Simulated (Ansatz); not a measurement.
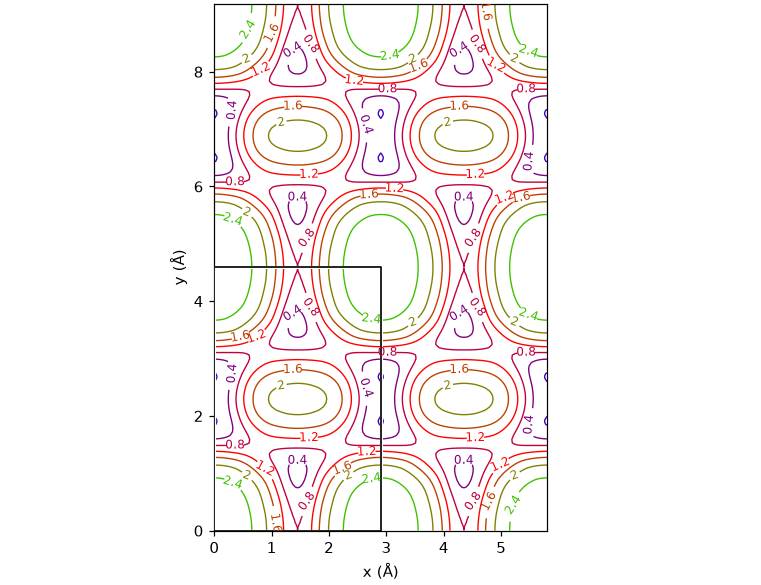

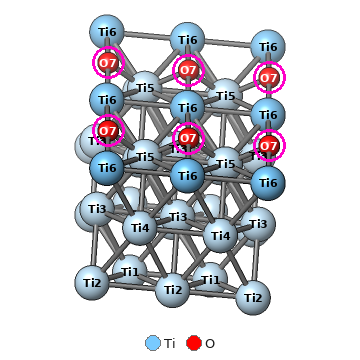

Energy landscape of O on a Ti(100) slab cut from the P6_3/mmc phase, its upper half relaxed before the scan (6 atoms of substrate and one adsorbate in a 1 × 1 cell). O is moved over the surface cell; relaxed at each place: the height of the adsorbate's atoms; substrate rigid; the origin of the map has the adsorbate above Ti6. Places are given modulo a cell vector. The map is drawn in real space over the plane of the surface. The scan uses a 6 × 10 grid; 24 points were computed and 36 follow by symmetry. Energies are in eV, from the lowest grid point. With one adsorbate in each 1 × 1 cell, its nearest image is 2.9 Å away, so neighbouring adsorbates interact. The runs have no spin polarisation; a magnetic state may lie lower. Level of theory: Ansatz, DFT PBEsol, scalar-relativistic, plane waves, PAW. Settings: cutoff 420 eV, k-mesh 9×6×1, gaussian smearing 0.1 eV, no spin polarisation.

The picture shows contour lines labelled in eV, the outline of one cell of the 2 × 2 shown. Between grid points the surface is interpolated. The second picture is the structure at the lowest point; rings mark the moved atoms.

Where are the wells?

Answer. The lowest grid point is at (0/6, 4/10) of the cell vectors [nearest 1 Ti at 1.89 Å]; the map holds 2 wells of about this depth. A higher local minimum lies near (3/6, 2/10) of the cell vectors [nearest 2 Ti at 1.86 Å] (0.29 eV above the lowest at that grid point). The highest grid point, the top site over a surface Ti atom, (0/6, 0/10) of the cell vectors, lies 2.77 eV above the lowest. On the interpolated surface the easiest way out of the lowest well to a well of about the same depth near (0/6, 6/10) of the cell vectors [nearest 1 Ti at 1.89 Å] passes a barrier of about 0.036 eV, counted from the interpolated bottom of the well. At the lowest point the adsorbate has 1 Ti at 1.89 Å as nearest neighbours, at the highest 1 Ti at 1.61 Å. Its relaxed height above the top atom is 0.43 Å at the lowest and 1.61 Å at the highest point.

The input of one point:

```yaml
crystal:
  lattice:
    - [2.8999670177, 0.0, 0.0]
    - [0.0, 4.5905806278, 0.0]
    - [0.0, 0.0, 21.2062529549]
  atoms:
    - { symbol: Ti, position: [0.0, 0.75, 0.1886236106] }
    - { symbol: Ti, position: [0.5, 0.25, 0.2281000977] }
    - { symbol: Ti, position: [0.5, 0.75, 0.3070530716] }
    - { symbol: Ti, position: [0.0, 0.25, 0.3454090437] }
    - { symbol: Ti, position: [0.0, 0.75, 0.4205530428] }
    - { symbol: Ti, position: [0.5, 0.25, 0.4577071195] }
    - { symbol: O, position: [0.5, 0.65, 0.4963749597] }
basis:
  ecutwfc: 420
kpoints:
  mp_grid: { grid: [9, 6, 1] }
hamiltonian:
  xc: pbesol
  pseudopotentials: { kind: paw, azcp: { folder: soft_1 } }
scf:
  occupations: { method: gaussian, width: 0.1 }
output:
  forces: true
  eigenvalues: true
relax:
  adjacent_minimum: "off"
  f_tol: 0.025
  max_steps: 16
  constraints: [{ sites: [0, 1, 2, 3, 4, 5] }, { sites: [6], fix: xy }]
efield:
  axis: 3
  dipole_correction: true
  ramp_width: 0.04
```

Time for the 24 points that were run: 34 min on 2 threads of Arm Neoverse V1 (shared host).
